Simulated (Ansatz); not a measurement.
```
Hf O
1.0
     0.00000    7.20861    5.26397
     7.20861    0.00000   -5.26397
    -7.20861    0.00000   -5.26397
Hf O
15 32
Direct
  0.75607 0.99867 0.24867
  0.25000 0.50133 0.25739
  0.25000 0.00739 0.75133
  0.75000 0.75000 0.50000
  0.75000 0.25000 0.00000
  0.25000 0.75000 0.00000
  0.74393 0.49261 0.74261
  0.50142 0.24612 0.25202
  0.99858 0.99470 0.00060
  0.49410 0.49798 0.99940
  0.50142 0.00202 0.49612
  0.99858 0.75060 0.24470
  0.00590 0.25388 0.75530
  0.49410 0.74940 0.74798
  0.00590 0.50530 0.50388
  0.25000 0.01082 0.51836
  0.73845 0.76959 0.27395
  0.25000 0.26836 0.26082
  0.25000 0.78063 0.77814
  0.76155 0.53550 0.53114
  0.73845 0.02395 0.01959
  0.25000 0.52814 0.03063
  0.76155 0.28114 0.78550
  0.52941 0.23570 0.48570
  0.97059 0.95629 0.20629
  0.49574 0.46656 0.22355
  0.49574 0.97355 0.71656
  0.00426 0.72781 0.47082
  0.00426 0.22082 0.97781
  0.49276 0.71865 0.96865
  0.00724 0.47589 0.72589
  0.50754 0.48918 0.73918
  0.99246 0.23164 0.48164
  0.50436 0.73041 0.46886
  0.50436 0.21886 0.98041
  0.99564 0.96450 0.72605
  0.99564 0.47605 0.21450
  0.50249 0.97186 0.22186
  0.99751 0.71937 0.96937
  0.25000 0.26430 0.79371
  0.75698 0.03344 0.52918
  0.25000 0.54371 0.51430
  0.25000 0.02411 0.03135
  0.74302 0.77219 0.77645
  0.75698 0.27918 0.28344
  0.25000 0.78135 0.27411
  0.74302 0.52645 0.02219
```

Spin-polarised.

Theory: DFT PBE, scalar-relativistic, plane waves, PAW in Ansatz 0.2.0.

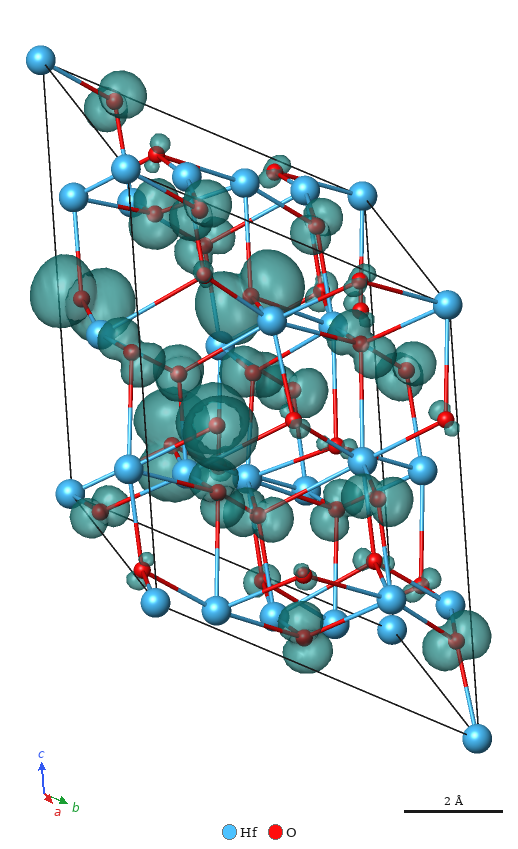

Hf$_{15}$O$_{32}$ (cell with a defect). Isosurface of the spin density at +0.03 e/Å³ (teal), seen slightly off an axis. Sticks mark near contacts.

Core electrons are frozen (PAW), and the valence fields are smoothed inside the atomic spheres.

Question: Where is the spin, and how is it ordered?

Answer: The spin density sits on O: +0.6 μB (×4) in one cell of 47 atoms, with smaller moments on other sites: O (up to +0.09 μB): parallel main moments (a ferromagnetic arrangement) in this solution. The cell of the calculation (47 atoms) carries 4.0 μB of net spin moment.
